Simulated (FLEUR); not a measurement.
# Energy of MgB₂ along an even scaling of the cell

System: MgB₂ (P6/mmm, 3 atoms in the cell).
Method: Kohn-Sham DFT of a periodic cell, PBEsol, all-electron, no spin polarisation (FLEUR MaX-R8.1 (later development tree)).

The 7 runs differ only in the geometry, by an even scaling of the cell at fixed fractional positions. The structure derives from an entry of the Crystallography Open Database.

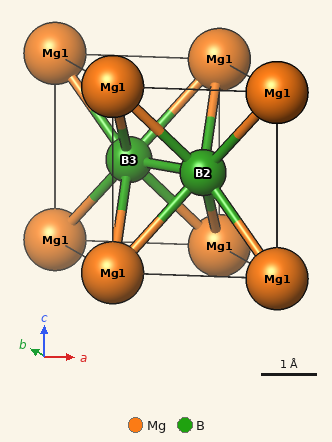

Figure 1. The structure of run 4 (ball-and-stick view of the cell of the calculation, seen slightly off an axis; atoms are numbered from 1 in the order of the input). An atom can appear more than once, as a periodic image.

**Input of run 4**
```
<?xml version="1.0" encoding="UTF-8" standalone="no"?>
<fleurInput fleurInputVersion="0.39">
   <comment>
      MgB2                                                                                                
   </comment>
   <calculationSetup>
      <cutoffs Kmax="4.77" Gmax="14.8" GmaxXC="14.8" numbands="0"/>
      <scfLoop itmax="60" minDistance="0.00001" maxIterBroyd="15" imix="Anderson" alpha="0.05" precondParam="0.0" spinf="2.0" sdNocoIR="T"/>
      <coreElectrons ctail="T" frcor="F" kcrel="0" coretail_lmax="0"/>
      <xcFunctional name="PBEs" relativisticCorrections="F"/>
      <magnetism jspins="1"/>
      <soc l_soc="F" theta="0.0" phi="0.0" spav="F"/>
      <expertModes spex="0" secvar="F"/>
      <geometryOptimization l_f="T" forcealpha="1.0" forcemix="BFGS" epsdisp="0.0005" epsforce="0.0002"/>
      <ldaU l_linMix="F" mixParam="0.05" spinf="1.0"/>
   </calculationSetup>
   <cell>
      <bzIntegration valenceElectrons="16.0" mode="hist" fermiSmearingEnergy="0.00183747">
         <kPointListSelection listName="default-1"/>
         <!-- k-points included here -->
         <xi:include xmlns:xi="http://www.w3.org/2001/XInclude" href="kpts.xml"> </xi:include>
      </bzIntegration>
      <!-- symmetry operations included here -->
      <xi:include xmlns:xi="http://www.w3.org/2001/XInclude" href="sym.xml"> </xi:include>
      <bulkLattice scale="1.0">
         <bravaisMatrix>
            <row-1>    5.8298050943909994     0.0000000000000000     0.0000000000000000</row-1>
            <row-2>   -2.9149025471954997     5.0487593109017990     0.0000000000000000</row-2>
            <row-3>    0.0000000000000000     0.0000000000000000     6.6575051369658000</row-3>
         </bravaisMatrix>
      </bulkLattice>
   </cell>
   <atomSpecies>
      <species name="Magnesium (Mg)" element="Mg" atomicNumber="12">
         <mtSphere radius="2.66" gridPoints="879" logIncrement="0.013"/>
         <atomicCutoffs lmax="10" lnonsphr="10"/>
         <electronConfig flipSpins="F">
            <coreConfig>(1s1/2)</coreConfig>
            <valenceConfig>(2s1/2) (2p1/2) (2p3/2) (3s1/2)</valenceConfig>
         </electronConfig>
         <energyParameters s="3" p="2" d="3" f="4"/>
         <lo type="SCLO" l="0" n="2" eDeriv="0"/>
         <lo type="HELO" l="1" n="3" eDeriv="0"/>
         <lo type="HELO" l="1" n="3" eDeriv="1"/>
         <lo type="SCLO" l="2" n="3" eDeriv="2"/>
         <lo type="SCLO" l="3" n="4" eDeriv="2"/>
      </species>
      <species name="Boron (B)" element="B" atomicNumber="5">
         <mtSphere radius="1.51" gridPoints="517" logIncrement="0.02"/>
         <atomicCutoffs lmax="8" lnonsphr="8"/>
         <electronConfig flipSpins="F">
            <coreConfig>(1s1/2)</coreConfig>
            <valenceConfig>(2s1/2) (2p1/2) (2p3/2)</valenceConfig>
            <stateOccupation state="(2p1/2)" spinUp="0.166667" spinDown="0.166667"/>
            <stateOccupation state="(2p3/2)" spinUp="0.333333" spinDown="0.333333"/>
         </electronConfig>
         <energyParameters s="2" p="2" d="3" f="4"/>
         <lo type="SCLO" l="0" n="2" eDeriv="2"/>
         <lo type="SCLO" l="1" n="2" eDeriv="2"/>
         <lo type="SCLO" l="2" n="3" eDeriv="2"/>
      </species>
   </atomSpecies>
   <atomGroups>
      <atomGroup species="Magnesium (Mg)">
         <relPos label="                   1">.0000000000 .0000000000 .0000000000</relPos>
         <force calculate="T" relaxXYZ="TTT"/>
      </atomGroup>
      <atomGroup species="Boron (B)">
         <relPos label="                   2">-1.000/3.000 1.000/3.000 1.000/2.000</relPos>
         <relPos label="                   3">1.000/3.000 -1.000/3.000 1.000/2.000</relPos>
         <force calculate="T" relaxXYZ="TTT"/>
      </atomGroup>
   </atomGroups>
   <output dos="F" band="F" slice="F">
      <checks vchk="F" cdinf="F"/>
      <bandDOS minEnergy="-.5*Htr" maxEnergy="0.5*Htr" sigma="0.015" storeEVData="T"/>
      <vacuumDOS vacdos="F" integ="F" star="F" nstars="0" locx1="0.0" locy1="0.0" locx2="0.0" locy2="0.0" nstm="0" tworkf="0.0"/>
      <unfoldingBand unfoldBand="F" supercellX="1" supercellY="1" supercellZ="1"/>
      <plotting iplot="0" polar="F">
         <plot TwoD="T" vec1="  1.0  0.0  0.0" vec2="  0.0  1.0  0.0" vec3="  0.0  0.0  1.0" zero="  0.0  0.0  0.0" file="plot"/>
      </plotting>
      <chargeDensitySlicing numkpt="0" minEigenval="0.0" maxEigenval="0.0" nnne="0" pallst="F"/>
      <specialOutput eonly="F"/>
      <moessbauerParams electricFieldGradient="T" isomerShift="T" coreHyperfine="T" valenceHyperfine="T"/>
      <magneticCircularDichroism mcd="F" energyLo="-10.0" energyUp="0.0"/>
   </output>
  <!-- We include the file relax.xml here to enable relaxations (see documentation) -->
  <xi:include xmlns:xi="http://www.w3.org/2001/XInclude" href="relax.xml"> <xi:fallback/> </xi:include>
</fleurInput>
```

Command:
```bash
inpgen -f crystal.txt -profile fastHighL; mpirun -n 4 fleur_MPI -pe_per_kpt 1
```

Lattice vectors (Å) and fractional positions of run 4:
```
   3.085000    0.000000    0.000000
  -1.542500    2.671688    0.000000
   0.000000    0.000000    3.523000
Mg  0.000000  0.000000  0.000000
B   0.666667  0.333333  0.500000
B   0.333333  0.666667  0.500000
```

Run 3 has the same physical settings and fractional positions; its lattice vectors (Å) are:
```
   3.064295    0.000000    0.000000
  -1.532147    2.653757    0.000000
   0.000000    0.000000    3.499355
```

**Results, with one run withheld**

| run | volume per atom (Å³) | free energy per atom, from the lowest run given (meV) |
| --- | --- | --- |
| 1 | 9.098 | 6.27 |
| 2 | 9.292 | 0.09 |
| 3 | 9.485 | ? |
| 4 | 9.679 | 0.00 |
| 5 | 9.873 | 5.37 |
| 6 | 10.066 | 13.95 |
| 7 | 10.260 | 25.38 |

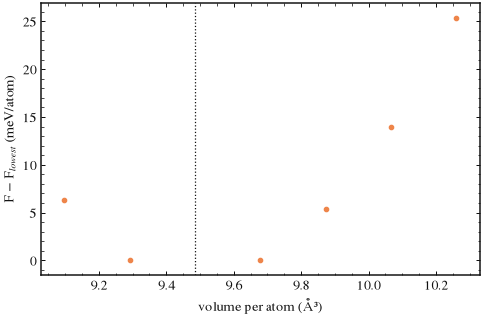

Figure 2. Free energy per atom of the runs given; the dotted line marks run 3.

Estimate the energy of run 3 from the others.

A cubic polynomial in V^(−2/3) (the Birch–Murnaghan form), fitted to the 6 runs given, misses them by at most 0.03 meV per atom. With x = V^(−2/3) − 0.21991 Å⁻², it reads F = 0.35861 − 1367.5 x + 2.0974e+05 x² − 1.6954e+05 x³ (meV per atom). At run 3 it gives −1.88 meV per atom, and the run itself gives −1.89. The fit has its minimum at 9.484 Å³ per atom, where V d²F/dV² gives 156 GPa. Cell shape and fractional positions are held, so this is the stiffness under even scaling; the relaxed bulk modulus wasn't computed.

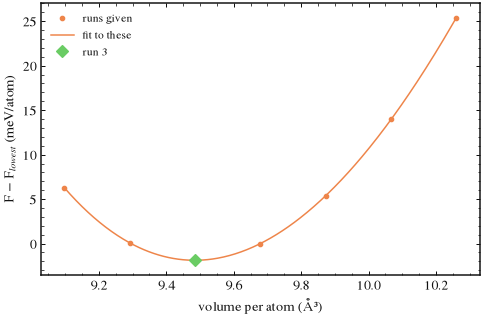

Figure 3. The fit and the withheld run.

**Output (run 3)**
```
Welcome to FLEUR        (www.flapw.de)
      MaX-Release 8.1          (www.max-centre.eu)

 ========== k-point set info ==========
 Selected k-point list: default-1
 k-point list type: mesh
 10 x 10 x 8
 Number of k points: 70

 ------------Calculation Setup---------------------------
 Number of MPI-tasks      :            4
 Number of PE/node        :            4
 Number of OMP-threads    :            1
 Using exactly            1  PE per kpt
 k-points in parallel     :            4
 pe's per k-point         :            1
 No of k-point loops      :           17
 Info/Warning             : your k-point parallelism is not fully load-balanced
 Using exactly            1  PE per kpt
 Using exactly            1  PE per kpt
 Using exactly            1  PE per kpt
 Eigenvalue solver        :       lapack
 Number of basis functions:          475
 Approximate size of matrices (H+S) per k-point:         0.003 GB
 --------------------------------------------------------

 Iteration:     1   Distance:      16.07359051 me/bohr^3

 Iteration:     2   Distance:      14.84253280 me/bohr^3

 Iteration:     3   Distance:       5.06784957 me/bohr^3

 Iteration:     4   Distance:       4.63724194 me/bohr^3

 Iteration:     5   Distance:       0.72408056 me/bohr^3

 Iteration:     6   Distance:       0.62432944 me/bohr^3

 Iteration:     7   Distance:       0.17082570 me/bohr^3

 Iteration:     8   Distance:       0.11599508 me/bohr^3

 Iteration:     9   Distance:       0.00633771 me/bohr^3

 Iteration:    10   Distance:       0.00695533 me/bohr^3

 Iteration:    11   Distance:       0.00095710 me/bohr^3

 Iteration:    12   Distance:       0.00003638 me/bohr^3

 Iteration:    13   Distance:       0.00003822 me/bohr^3

 Iteration:    14   Distance:       0.00000208 me/bohr^3

 ********************************************************************
 Run finished successfully
 Stop message:
   all done
 ********************************************************************
```
